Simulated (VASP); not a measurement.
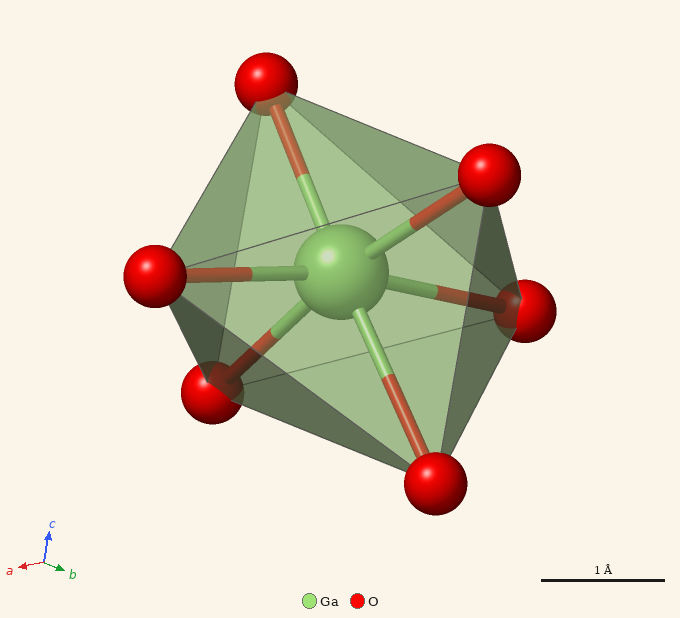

Coordination of Ga1 (4i) in Ga2O3 (C2/m). The shape measure S (0 to 100) is the computed least-squares distance from an ideal polyhedron; S = 0 means ideal. Source: the end point of a relaxation with VASP, VASP Kohn-Sham DFT of a periodic cell, PBEsol with D4, VASP PAW PBE potentials, recommended.

> Name the coordination polyhedron and say how regular it is.

GaO6: a slightly distorted octahedron (coordination number 6, S = 0.63; next best trigonal prism, S = 15.2).

> Does the central atom sit at the centroid of its ligands?

No, it is displaced by 0.16 Å; the site symmetry is m.

> How long are the bonds?

1 × Ga–O 1.93 Å, 2 × Ga–O 1.94 Å, 1 × Ga–O 2.01 Å and 2 × Ga–O 2.07 Å. The next neighbour, not counted, lies at 3.04 Å.
